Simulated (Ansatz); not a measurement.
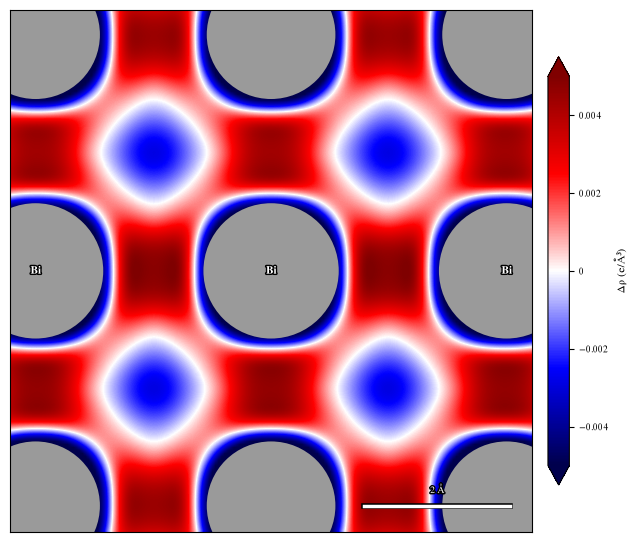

Bi: difference of two self-consistent densities at the same geometry, ρ(r2SCAN) − ρ(PBE), on the (100) plane of the conventional cell. Grey discs cover the cores, where the PAW densities can't be compared. Cores are masked to 0.9 Å (Bi).

Space group P2/m. Spin-orbit coupling, left out here, splits and shifts the levels of such heavy elements, by tenths of an eV up to several eV. The cell comes from a database of computed structures, not from a measurement.

Both runs: Ansatz, scalar-relativistic, plane waves and PAW, same cutoff, k-points and PAW files (made with PBE).

> What differs between the two levels of theory?

Against PBE, and outside the masked cores, the largest gain, 0.005 e/Å³, lies 1.3 Å from a bismuth nucleus, and the largest loss lies at the edge of the masked core of Bi.
At this volume the pressure is 2 GPa with PBE and 1 GPa with r2SCAN.

Run times: 57 s (r2SCAN) and 43 s (base cell), on 1 thread of Arm Neoverse N1 (shared host).
